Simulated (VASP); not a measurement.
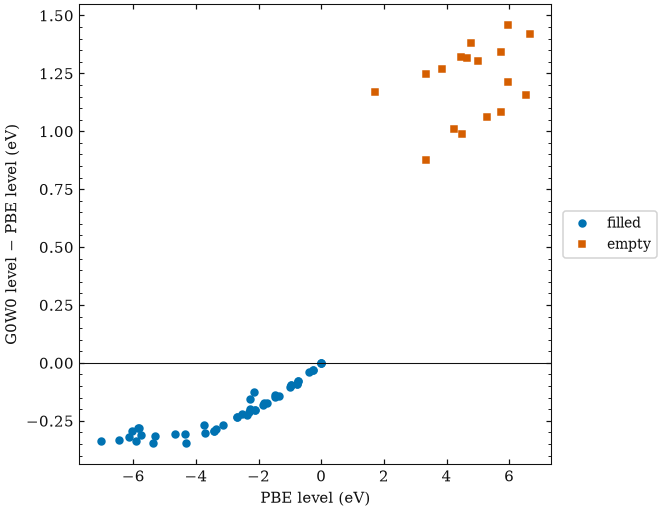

Change of each level from PBE to G0W0 against its PBE energy, both sets counted from their own valence top. Levels over 8 eV under the top or 5 eV above the conduction bottom aren't drawn.

System: zincblende GaN, space group F-43m (No. 216), 2 atoms in the primitive cell; cubic a = 4.507 Å. Starting point: PBE, VASP PAW PBE potentials, release 64 (Ga_d_GW, N_GW), no spin polarisation, no spin-orbit coupling, 6×6×6 k mesh, 500 eV cutoff, Gaussian smearing of 0.01 eV (VASP). Many-body step: G0W0 with GW iterations 1, cutoff of the response function 200 eV, frequency points 50 and empty bands 147.

Q: What does G0W0 do to the gap?

A: Over the k points that were corrected, the smallest gap goes from 1.73 eV in PBE (direct at Γ) to 2.89 eV in G0W0 (direct at Γ), a change of +1.16 eV (+68 %).

Q: What are the quasiparticle weights at the band edges?

A: The quasiparticle weight (renormalisation factor) lies between 0.74 and 0.81 for the top filled and first empty levels.

Q: Is the correction a rigid shift of the empty levels?

A: Counted from the valence top, the lowest empty level moves by +1.16 eV at Γ, +1.32 eV at L and +0.88 eV at X; over the 16 points that were corrected the shifts run from +0.88 to +1.46 eV: a spread of 0.58 eV on a mean of 1.20 eV, so one scissor shift doesn't describe this level. The top filled level also moves against the valence top, by −0.29 eV at (−0.33, 0.50, 0.17).

```csv
k point,PBE direct gap (eV),G0W0 direct gap (eV)
Γ,1.73,2.89
L,5.61,7.02
X,6.05,7.16
```

Bands, screening cutoff and mesh are small and nothing is extrapolated, so the quasiparticle values aren't converged. The usual form of GaN is wurtzite.
